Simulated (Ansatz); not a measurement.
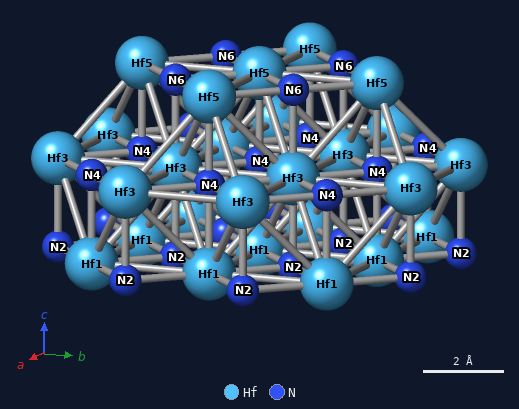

A slab of composition HfN (cut from the Fm-3m phase), before the relaxation. The picture is a ball-and-stick view of the atoms within 5.8 Å of the atom that moves most (axes of the 2 × 3 repeat of the cell, outlined in the plane, without the vacuum), seen slightly off an axis.

Case: (1 0 0) slab, atoms relaxed. The slab is the (1 0 0) face of HfN.

The calculation used DFT r2SCAN, scalar-relativistic, plane waves, PAW in Ansatz.

Input file:
```yaml
crystal:
  lattice:
    - [3.1999394349, 0.0, 0.0]
    - [0.0, 3.1999394349, 0.0]
    - [0.0, 0.0, 24.0507954953]
  atoms:
    - { symbol: Hf, position: [0.5, 0.5, 0.3118399972] }
    - { symbol: "N", position: [0.0, 0.0, 0.3118399972] }
    - { symbol: Hf, position: [0.0, 0.0, 0.4059199986] }
    - { symbol: "N", position: [0.5, 0.5, 0.4059199986] }
    - { symbol: Hf, position: [0.5, 0.5, 0.5] }
    - { symbol: "N", position: [0.0, 0.0, 0.5] }
    - { symbol: Hf, position: [0.0, 0.0, 0.5940800014] }
    - { symbol: "N", position: [0.5, 0.5, 0.5940800014] }
    - { symbol: Hf, position: [0.5, 0.5, 0.6881600028] }
    - { symbol: "N", position: [0.0, 0.0, 0.6881600028] }
basis:
  ecutwfc: 500
kpoints:
  mp_grid: { grid: [11, 11, 1] }
hamiltonian:
  xc: r2scan
scf:
  occupations: { method: gaussian, width: 0.1 }
output:
  forces: true
  eigenvalues: true
relax:
  adjacent_minimum: "off"
  f_tol: 0.02
  max_steps: 60
efield:
  axis: 3
  dipole_correction: true
```

**What does the optimiser find from here?**

Over 5 geometry steps the energy falls by 0.319 eV per cell of the calculation. Largest force component: 1.6 eV/Å at the start, 0.018 eV/Å at the end. The largest moves relative to the layer's centre, 0.12 Å, are those of Hf1 and Hf9. Hf1 goes along the normal (+c). By element the largest moves are Hf 0.12 Å, N 0.10 Å. The cell stays as it was. Among the contacts that change: Hf1–Hf3 3.200 → 3.097 Å, Hf1–N4 2.263 → 2.174 Å, N2–Hf3 2.263 → 2.338 Å, N4–Hf5 2.263 → 2.229 Å. Among the angles between lasting bonds that change: Hf1–N2–Hf1 180.0° → 168.8°, Hf1–N2–Hf3 90.0° → 84.4°, Hf3–N4–Hf3 180.0° → 177.0°.

The end point in the same view:

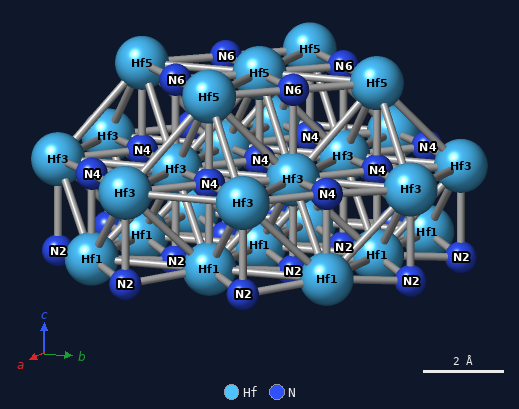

Limits of the set-up: the cell has an odd number of electrons but was run without spin polarisation.
